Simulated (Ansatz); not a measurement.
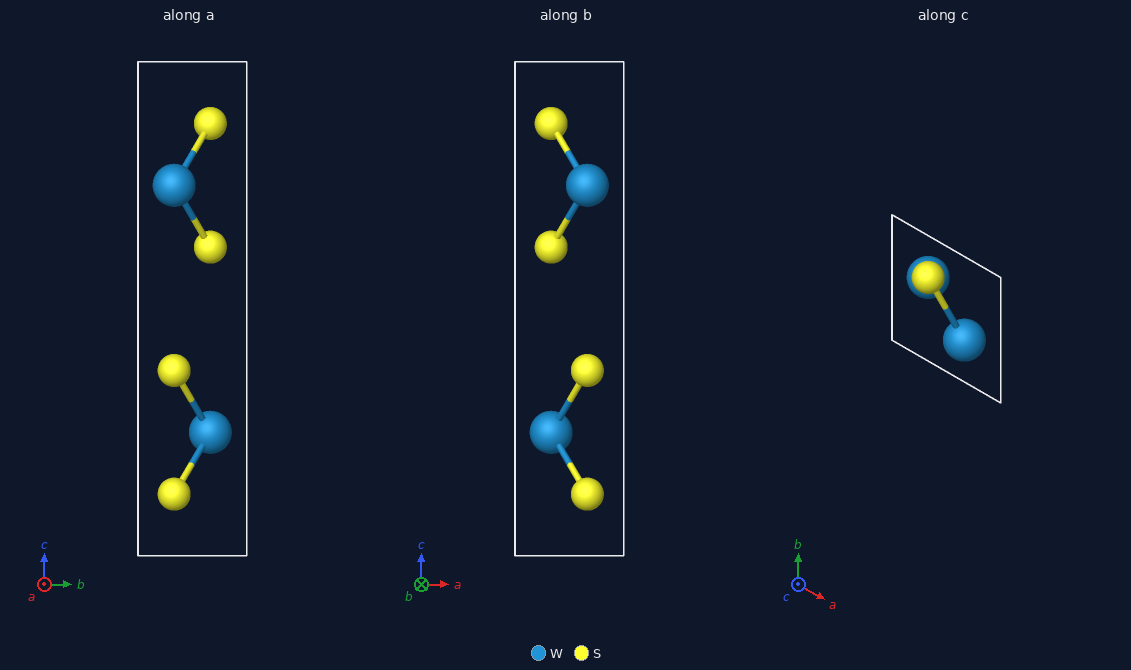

A ball-and-stick rendering, viewed along the a axis, along the b axis and along the c axis. The parallelepiped is the conventional unit cell.

Lattice parameters: a = 3.1699 Å, b = 3.1699 Å, c = 12.4849 Å, α = 90.000°, β = 90.000°, γ = 120.000°.

Convert the drawing into a CIF with its space group and independent sites.

```cif
data_structure
_symmetry_space_group_name_H-M 'P 63/m m c'
_symmetry_Int_Tables_number 194
_cell_length_a 3.1699
_cell_length_b 3.1699
_cell_length_c 12.4849
_cell_angle_alpha 90.000
_cell_angle_beta 90.000
_cell_angle_gamma 120.000
_cell_volume 108.65
loop_
_atom_site_label
_atom_site_type_symbol
_atom_site_symmetry_multiplicity
_atom_site_Wyckoff_symbol
_atom_site_fract_x
_atom_site_fract_y
_atom_site_fract_z
_atom_site_occupancy
W1 W 2 c 0.3333 0.6667 0.2500 1
S1 S 4 f 0.6667 0.3333 0.3752 1
```

The structure comes from a structure type filled with these elements by a generator (whether the compound takes this form wasn't checked). It is drawn as it came out of a relaxation with DFT, r2SCAN+rVV10, plane waves, PAW in Ansatz 0.2.0.
